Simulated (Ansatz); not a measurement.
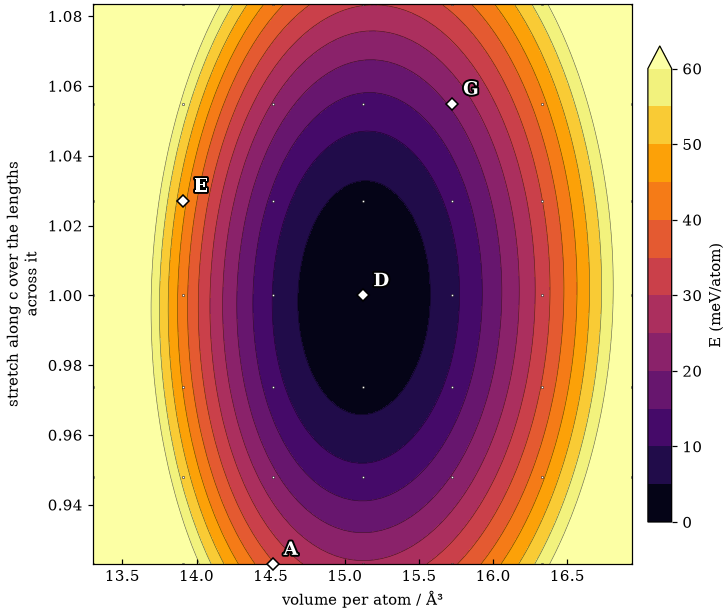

TiAl2 (Cmmm, No. 65; 6 atoms in the cell). 
- The energy is mapped over volume and the cell's shape.
- First axis: volume per atom. Second axis: stretch along c over the lengths across it, relative to the relaxed cell.
- Nothing is relaxed (fractional coordinates fixed).
- The grid has 7 × 7 points.
- Points are written as (first, second).
- Energies: meV/atom, counted from the lowest grid point.
- All numbers below come from DFT LDA, scalar-relativistic, plane waves, PAW (Ansatz 0.2.0). Settings: cutoff 520 eV, k-mesh 12×12×12, gaussian smearing 0.15 eV, no spin polarisation.

Drawn: filled contours, dots at the grid points, one colour for all values above the top of the scale, lettered points. Between grid points the surface is interpolated.

Question: What kind of point is each of D, E, G: minimum, saddle, maximum or slope?

Answer: D: minimum; E: on a slope; G: on a slope. (In these two coordinates alone; a stationary point may lie a little off the grid point.)

Question: Rank the lettered points by energy, lowest first.

Answer: D (0 meV/atom), G (21 meV/atom), A (36 meV/atom), E (47 meV/atom).

PAW datasets: the set soft_1.
